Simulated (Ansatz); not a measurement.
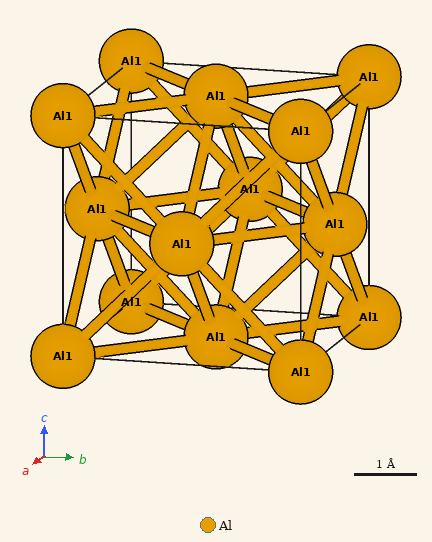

Figure 1. The structure as given in the input (ball-and-stick view of the cell 4 times as large as that of the calculation, set on its symmetry axes, seen slightly off an axis; atoms are numbered from 1 in the order of the input). Near neighbours in the crystal (not all of them lie inside the picture): Al has 12 Al at 2.86 Å.

Single-point calculation, with input and output: Al

Al (Fm-3m, 1 atom in the cell), computed with DFT LDA, scalar-relativistic, plane waves, PAW, no spin polarisation (Ansatz 0.2.0).

The structure derives from a Materials Project entry. Figures and captions count atoms from 1; the log counts them from 0 in places.

What the program printed:
```
Engine: ansatz 0.2.0, x86_64-unknown-linux-gnu
Pseudopotentials: kind: paw
Pseudopotential: Al, paw, valence charge 3, recommended cutoff 420 eV (normal), Al.paw.azcp
Functional definition: SPW92
  exchange = slater_x
  correlation = pw_c
Crystal: 1 atoms, lattice volume = 16.472 Å³
Basis set: ecut = 420 eV, 331 PW (Γ)
Bands: 6, of which v1, the nominal top of the filled ones, is band 2 counted from 1 (1 counted from 0)
Symmetry: 48 space group operations
Space group: Fm-3m (ITA 225), of the structure as read, at distance tolerance 2.5e-5 Å
k-points: 29 of 512
Non-local potential: Al, projectors of the file, l = 0: 2, l = 1: 2, l = 2: 1
PAW form: soft (Blöchl's): semilocal exchange-correlation on the pseudo side does not see the compensation charge
PAW frozen core: Al, regenerated for the run's functional, and the local potential with it (the file was generated under x = pbe(κ = 0.804, μ = 0.2195149727645171), c = pbe(β = 0.06672455060314922))
PAW one-centre angular grid: Al, 110 points (default); XC on 64 Gauss nodes
Initial density: superposition of atomic densities (neutral atoms: chi_scale 0, normalization atom), corrected by the library's trained network
Initial wavefunctions: pseudopotential atomic-orbital guess
Functional: x = slater, c = lda
SCF iter   1: F=—  HF=-512.867451 eV  |F-HF|=—  |Δ(HF+E_count)|=         —  Δρ=3.48e-3  dr2=2.03e-3  ethr=1.77e-3  ⟨swp⟩=4.7  Hψ=1517  notcnv=0
preconditioner: auto → none  [insulator: Δε(μ)=0.442 eV  Ē_g=13.134 eV  σ=0.100 eV  W_gap=0.86  n_scr=0 (ndim 8)  ℏωp=15.8 eV  f_vac=0.000  D(μ)=0.61/eV (n_scr^D=0)  ε∞_Penn≈2.5]
SCF iter   2: F=—  HF=-512.866756 eV  |F-HF|=—  |Δ(HF+E_count)|=   6.95e-4  Δρ=1.55e-3  dr2=3.94e-4  ethr=6.77e-5  ⟨swp⟩=1.0  Hψ=406  notcnv=0
SCF iter   3: F=—  HF=-512.866599 eV  |F-HF|=—  |Δ(HF+E_count)|=   1.58e-4  Δρ=4.12e-5  dr2=1.26e-7  ethr=1.31e-5  ⟨swp⟩=1.9  Hψ=195  notcnv=0
SCF iter   4: F=—  HF=-512.866599 eV  |F-HF|=—  |Δ(HF+E_count)|=   1.89e-7  Δρ=4.76e-6  dr2=1.38e-9  ethr=4.19e-9  ⟨swp⟩=1.3  Hψ=172  notcnv=0
iter 5 did not close the SCF: its close was put off for the readings that it lacked (scf_convergence_deferred on its scf_iter line)
SCF iter   5: F=-512.866599 eV  HF=-512.866599 eV  |F-HF|=3.18e-12  |Δ(HF+E_count)|=   1.05e-9  Δρ=2.28e-7  dr2=2.94e-12  ethr=4.59e-11  ⟨swp⟩=2.1  Hψ=201  notcnv=0
SCF iter   6: F=-512.866599 eV  HF=-512.866599 eV  |F-HF|=1.14e-13  |Δ(HF+E_count)|=  3.87e-12  Δρ=1.20e-8  dr2=1.88e-14  ethr=1.00e-12  ⟨swp⟩=2.4  Hψ=620  notcnv=0
SCF 1 converged in 6 iterations: F = -512.866599 eV  dr2 = 1.88e-14
  greatest PAW one-centre occupation: 0.456 electrons in one spin orbital (limit 2), on the Al atom at site 0 (counted from 0), in its partial waves of l = 0
SCF converged after 6 iterations
Free energy (F): -512.866599 eV
Harris-Foulkes:  -512.866599 eV  (|F-HF|=1.14e-13)
Internal energy: -512.863519 eV  (E = F + TS)
E sigma→0 (E₀):  -512.865059 eV
Entropy (-TS):   -0.003080 eV (-3.080 meV/atom)
Fermi energy:    7.815667 eV
--- Per-component energies (eV) ---
  E_band       = 10.045835
  E_kinetic    = 22.889492
  E_local      = 9.283237  (includes V_loc(G=0)·N_el)
  E_nonlocal   = 10.939598
  E_hartree    = 0.106143
  E_xc         = -39.339466
  E_vxc        = -29.304243  (∫ρ·V_xc dr)
  E_paw        = -443.241186  (= ΣΔE_a)
  E_vpaw       = -3.974530  (= ΣTr[D̂ρ^β])
  E_aug_tail   = -0.000004  (compensation charges beyond the density's cutoff)
  E_ewald      = -73.557049
  E_core_change = 0.055717  (= ΣΔE_core)
  E_smearing   = -0.003080  (= −TS)
  E_closure    = -0.000000  (closes the sum)
  Σ components = -512.866599   (vs F -512.866599, Δ=0.00e0)
--- Forces (eV/Å), atoms counted from 1 ---
  atom   1  Al    -0.00000000     0.00000000    -0.00000000
  max |Σ_I F_I| component: 1.36e-31 eV/Å
--- Stress (GPa, compression-positive) ---
       -3.150087      -0.000000      -0.000000
       -0.000000      -3.150087      -0.000000
        0.000000      -0.000000      -3.150087
  P = ⅓ Tr σ = -3.1501 GPa (-31.501 kbar)
--- Band table (eV; the first three rows and the last of 29) ---
  k-point 0: bands = ["-3.3519", "20.2245", "20.2245", "20.2245", "21.6733", "21.6733"]
  k-point 1: bands = ["-2.9282", "16.0093", "19.2960", "19.2960", "22.3905", "23.1630"]
  k-point 2: bands = ["-1.6649", "11.1751", "18.5437", "18.5437", "22.0653", "22.3074"]
  k-point 28: bands = ["6.9304", "6.9304", "7.9598", "8.7568", "23.4338", "23.4338"]
```

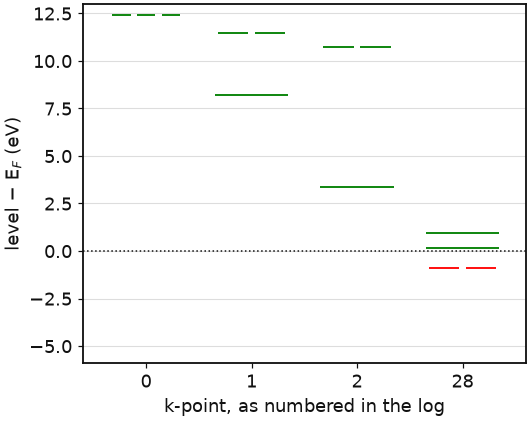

Figure 2. Kohn–Sham levels near the Fermi level (dotted) at the few k-points that the log prints; levels within 0.02 eV of each other stand side by side. The system is metallic on the full mesh.

The run was set up as follows.

Input:
```yaml
crystal:
  lattice:
    - [0.0, 2.01946485, 2.01946485]
    - [2.01946485, 0.0, 2.01946485]
    - [2.01946485, 2.01946485, 0.0]
  atoms:
    - { symbol: Al, position: [0.0, 0.0, 0.0] }
basis:
  ecutwfc: 420
kpoints:
  mp_grid: { grid: [8, 8, 8] }
hamiltonian:
  xc: lda
scf:
  occupations: { method: gaussian, width: 0.1 }
output:
  forces: true
  stress: true
  eigenvalues: true
```

Launched with:
```bash
ansatz run input.yaml --threads 4 --pin off --max-ram 8192MiB --backend cpu --events-out ev --progress --plain --runs-dir out
```

Key numbers:

| quantity | value |
| --- | --- |
| outcome | converged |
| space group (tolerance 0.01 Å) | Fm-3m (225) |
| electrons treated | 3 |
| free energy | −512.8666 eV |
| Fermi energy | 7.816 eV |
| gap on the k-point mesh | none (metallic) |
| pressure | −3.15 GPa |
| largest force (length of the vector) | under 0.001 eV/Å |
| hardware | 4 threads of Intel Xeon (Sapphire Rapids), 192 GiB of memory available, shared host |
| peak memory | 0.28 GiB |
